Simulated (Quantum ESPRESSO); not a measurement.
## Energy of Lu along an even scaling of the cell

System: Lu (2 atoms in the cell).
Method: Kohn-Sham DFT of a periodic cell, PBE, SSSP 1.3 efficiency PBE, no spin polarisation (Quantum ESPRESSO 7.5).

The 7 runs differ only in the geometry, by an even scaling of the cell at fixed fractional positions. The structure derives from an entry of the Crystallography Open Database.

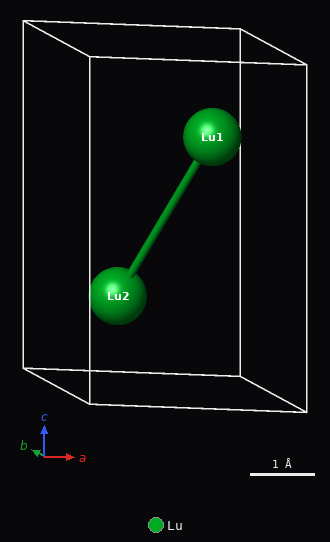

Figure 1. The structure of run 4 (ball-and-stick view of the cell of the calculation, seen slightly off an axis; atoms are numbered from 1 in the order of the input).

**Input of run 4**
```
&CONTROL
  calculation = 'scf'
  prefix = 'pwscf'
  outdir = './tmp'
  pseudo_dir = './pseudo'
  tprnfor = .true.
  tstress = .true.
  disk_io = 'low'
/
&SYSTEM
  ibrav = 0
  nat = 2
  ntyp = 1
  ecutwfc = 55
  ecutrho = 440
  nbnd = 34
  occupations = 'smearing'
  smearing = 'fd'
  degauss = 0.00367493
/
&ELECTRONS
  conv_thr = 4d-10
  electron_maxstep = 120
  mixing_beta = 0.5
/
ATOMIC_SPECIES
Lu   174.9668 Lu.paw.z_25.atompaw.wentzcovitch.v1.2.upf
CELL_PARAMETERS angstrom
   3.5031000000    0.0000000000    0.0000000000
  -1.7515500000    3.0337735920    0.0000000000
   0.0000000000    0.0000000000    5.5509000000
ATOMIC_POSITIONS crystal
Lu     0.6666666667    0.3333333333    0.7500000000
Lu     0.3333333333    0.6666666667    0.2500000000
K_POINTS automatic
9 9 5 0 0 0
```

**File pp_density.in of run 4**
```
&INPUTPP
  prefix = 'pwscf'
  outdir = './tmp'
  filplot = 'density.dat'
  plot_num = 0
/
&PLOT
  nfile = 1
  filepp(1) = 'density.dat'
  iflag = 3
  output_format = 6
  fileout = 'density.cube'
/
```

**File pp_potential.in of run 4**
```
&INPUTPP
  prefix = 'pwscf'
  outdir = './tmp'
  filplot = 'potential.dat'
  plot_num = 11
/
&PLOT
  nfile = 1
  filepp(1) = 'potential.dat'
  iflag = 3
  output_format = 6
  fileout = 'potential.cube'
/
```

Command:
```bash
OMP_NUM_THREADS=1 pw.x -in pw.in > pw.out
OMP_NUM_THREADS=1 pp.x -in pp_density.in > pp_density.out
OMP_NUM_THREADS=1 pp.x -in pp_potential.in > pp_potential.out
```

Lattice vectors (Å) and fractional positions of run 4:
```
   3.503100    0.000000    0.000000
  -1.751550    3.033774    0.000000
   0.000000    0.000000    5.550900
Lu  0.666667  0.333333  0.750000
Lu  0.333333  0.666667  0.250000
```

Run 2 has the same physical settings and fractional positions; its lattice vectors (Å) are:
```
   3.455755    0.000000    0.000000
  -1.727878    2.992772    0.000000
   0.000000    0.000000    5.475879
```

**Results, with one run withheld**

| run | volume per atom (Å³) | free energy per atom, from the lowest run given (meV) | pressure (GPa) |
| --- | --- | --- | --- |
| 1 | 27.727 | 10.76 | 2.26 |
| 2 | 28.317 | ? | ? |
| 3 | 28.906 | 0.00 | 0.48 |
| 4 | 29.496 | 0.17 | −0.57 |
| 5 | 30.086 | 3.60 | −1.32 |
| 6 | 30.676 | 10.07 | −2.26 |
| 7 | 31.266 | 19.30 | −3.07 |

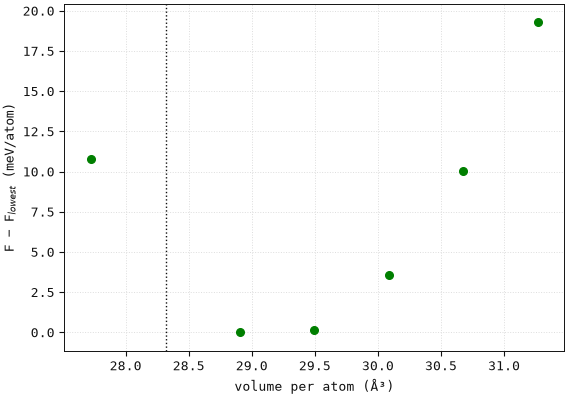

Figure 2. Free energy per atom of the runs given; the dotted line marks run 2.

Estimate the energy of run 2 from the others.

A cubic polynomial in V^(−2/3) (the Birch–Murnaghan form), fitted to the 6 runs given, misses them by at most 0.01 meV per atom. With x = V^(−2/3) − 0.10438 Å⁻², it reads F = 0.76992 − 1960.9 x + 8.6131e+05 x² − 2.919e+06 x³ (meV per atom). At run 2 it gives 3.43 meV per atom, and the run itself gives 3.42. The slope of the fit gives a pressure −dF/dV of 1.45 GPa there, and the run prints 1.20 GPa. The two needn't agree exactly: the fit is approximate, and the printed stress is taken on a finite basis. The fit has its minimum at 29.172 Å³ per atom, where V d²F/dV² gives 46.3 GPa. Cell shape and fractional positions are held, so this is the stiffness under even scaling; the relaxed bulk modulus wasn't computed.

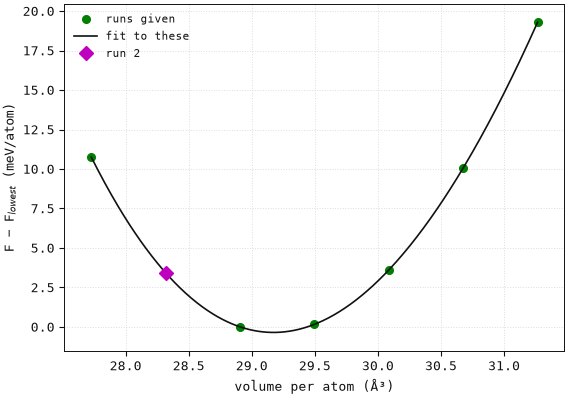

Figure 3. The fit and the withheld run.

**Some lines of the output (run 2)**
```
[...]
     unit-cell volume          =     382.1791 (a.u.)^3
     number of k points=    36  Fermi-Dirac smearing, width (Ry)=  0.0037
     total energy              =   -2160.32416579 Ry
     total energy              =   -2160.33155922 Ry
     total energy              =   -2160.33275537 Ry
     total energy              =   -2160.33280245 Ry
     total energy              =   -2160.33279640 Ry
     total energy              =   -2160.33281544 Ry
     total energy              =   -2160.33281879 Ry
     the Fermi energy is    14.6585 ev
!    total energy              =   -2160.33281879 Ry
     The total energy is F=E-TS. E is the sum of the following terms:
     Computing stress (Cartesian axis) and pressure
          total   stress  (Ry/bohr**3)                   (kbar)     P=       12.02
```
